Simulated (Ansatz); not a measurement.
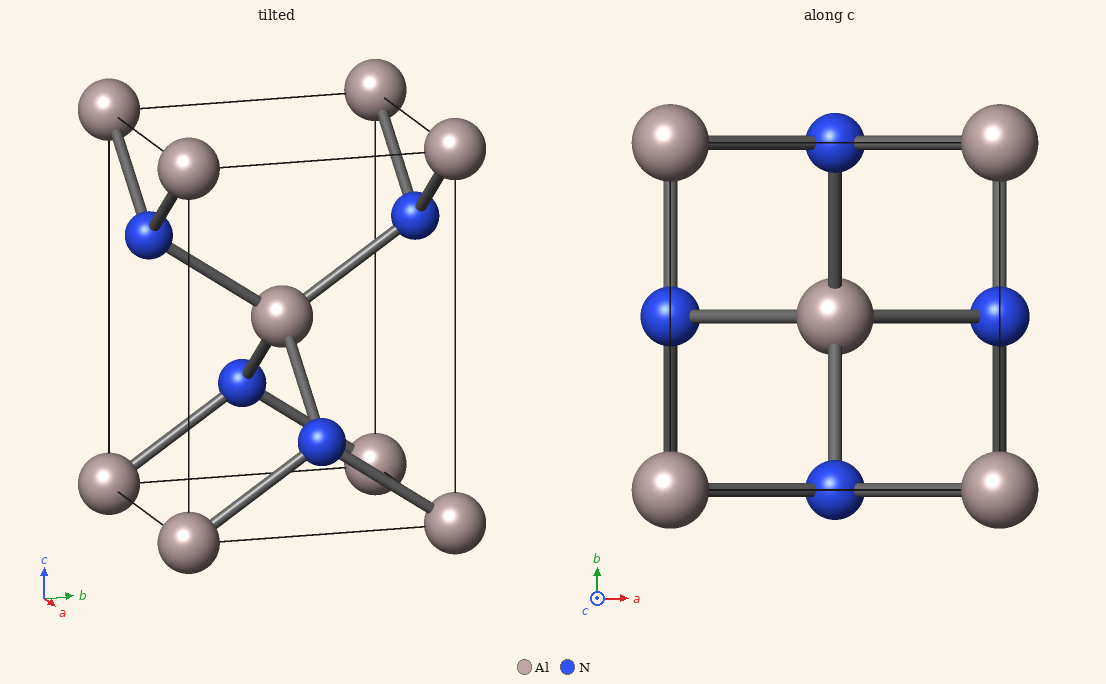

Ball-and-stick representation of a periodic structure, projected slightly off an axis and along the c axis. The wireframe shows the conventional unit cell.

AlN, space group Imm2 (No. 44), a = 3.01 Å, b = 3.17 Å, c = 4.37 Å, α = 90.00°, β = 90.00°, γ = 90.00°.

The numbers come from G0W0 on PBE, plane waves, PAW (Ansatz), using a basis cut at 420 eV, k-points about 0.42 Å⁻¹ apart, no spin polarisation.

### What is the electronic character?

An insulator at this level, with a gap of 3.01 eV, indirect; the smallest direct gap is 3.88 eV.

Origin of the cell: a structure listed in the Materials Project. Earlier steps of the study may have refined or changed the cell and positions. A calculation with Ansatz used it as input.
